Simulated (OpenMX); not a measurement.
## A series of single points on Si

System: Si (P6/mmm, 1 atom in the cell).
Method: Kohn-Sham DFT of a periodic cell, PBE, OpenMX 2013 PBE set, no spin polarisation (OpenMX 3.8.5).

The 7 runs differ only in the geometry, by an even scaling of the cell at fixed fractional positions. The structure derives from a Materials Project entry.

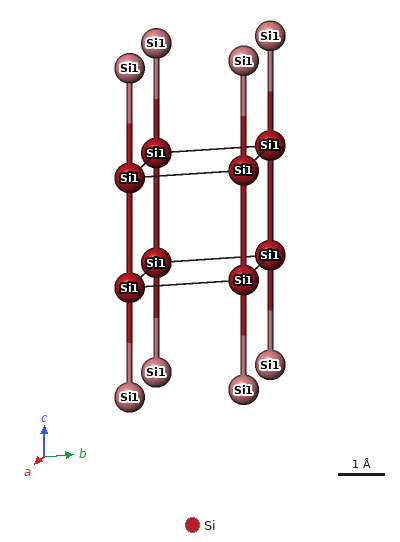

Figure 1. The structure of run 4 (ball-and-stick view of the cell of the calculation, seen slightly off an axis; neighbours outside the cell are drawn fainter; atoms are numbered from 1 in the order of the input).

## Input of run 4
```
System.CurrrentDirectory             ./
System.Name                          Si
DATA.PATH                            ./DFT_DATA13
level.of.stdout                      1
level.of.fileout                     1
Species.Number                       1
<Definition.of.Atomic.Species
  Si  Si7.0-s2p2d1           Si_PBE13
Definition.of.Atomic.Species>

Atoms.Number                         1
Atoms.SpeciesAndCoordinates.Unit     FRAC
<Atoms.SpeciesAndCoordinates
    1  Si    0.0000000000    0.0000000000    0.0000000000   2.000  2.000
Atoms.SpeciesAndCoordinates>

Atoms.UnitVectors.Unit               Ang
<Atoms.UnitVectors
     2.6205428149    0.0000000000    0.0000000000
    -1.3102714075    2.2694566494    0.0000000000
     0.0000000000    0.0000000000    2.4663543900
Atoms.UnitVectors>

scf.XcType                           GGA-PBE
scf.SpinPolarization                 off
scf.ElectronicTemperature            580.226
scf.energycutoff                     300.0
scf.maxIter                          100
scf.EigenvalueSolver                 band
scf.Kgrid                            13 13 11
scf.Mixing.Type                      rmm-diisk
scf.Init.Mixing.Weight               0.05
scf.Min.Mixing.Weight                0.001
scf.Max.Mixing.Weight                0.3
scf.Mixing.History                   25
scf.Mixing.StartPulay                8
scf.criterion                        1.0e-8
scf.stress.tensor                    on
MD.Type                              nomd
```

Command:
```bash
openmx Si.dat -nt 1 > Si.std
```

Lattice vectors (Å) and fractional positions of run 4:
```
   2.620543    0.000000    0.000000
  -1.310271    2.269457    0.000000
   0.000000    0.000000    2.466354
Si  0.000000  0.000000  0.000000
```

Run 5 has the same physical settings and fractional positions; its lattice vectors (Å) are:
```
   2.637898    0.000000    0.000000
  -1.318949    2.284487    0.000000
   0.000000    0.000000    2.482688
```

## Results, with one run withheld

```tsv
run	volume per atom (Å³)	free energy per atom, from the lowest run given (meV)
1	13.788	51.21
2	14.081	30.90
3	14.375	16.13
4	14.668	6.40
5	14.961	?
6	15.255	0.00
7	15.548	2.39
```

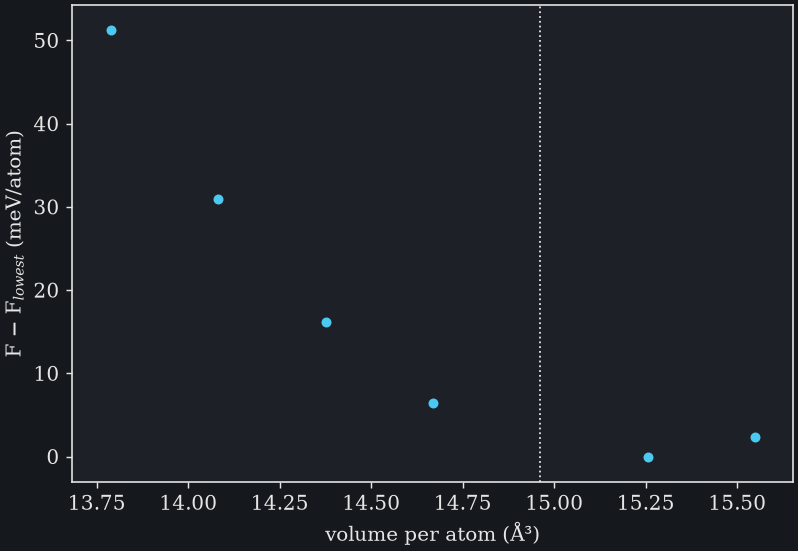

Figure 2. Free energy per atom of the runs given; the dotted line marks run 5.

Estimate the energy of run 5 from the others.

A cubic polynomial in V^(−2/3) (the Birch–Murnaghan form), fitted to the 6 runs given, misses them by at most 0.02 meV per atom. With x = V^(−2/3) − 0.16742 Å⁻², it reads F = 8.3134 + 3781.2 x + 4.2978e+05 x² + 8.3221e+05 x³ (meV per atom). At run 5 it gives 1.19 meV per atom, and the run itself gives 1.22. The fit has its minimum at 15.201 Å³ per atom, where V d²F/dV² gives 104 GPa. Cell shape and fractional positions are held, so this is the stiffness under even scaling; the relaxed bulk modulus wasn't computed.

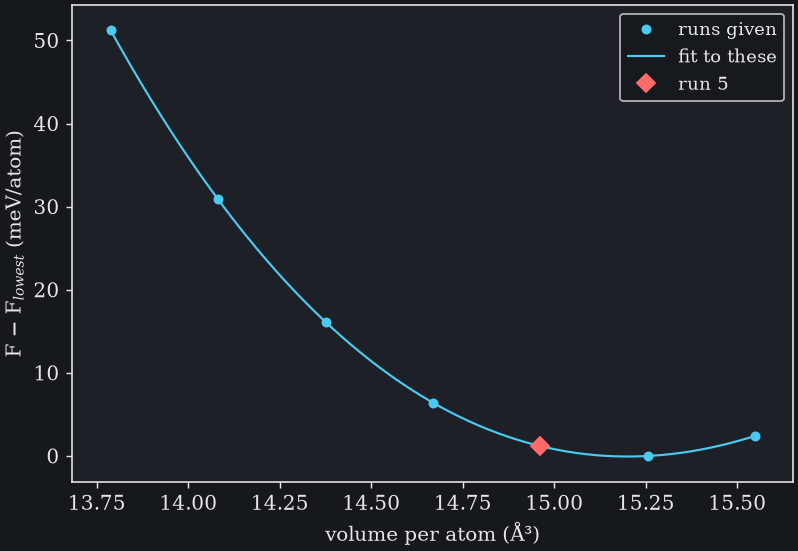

Figure 3. The fit and the withheld run.

## Some lines of the output (run 5)
```
[...]
  Cell_Volume =    100.963712288397 (Bohr^3)
        Total energy (Hartree) at MD = 1
   kloop=0
   kloop=1
   kloop=929
```

Notes: With a small basis of atomic orbitals these values can differ much from converged plane-wave results.
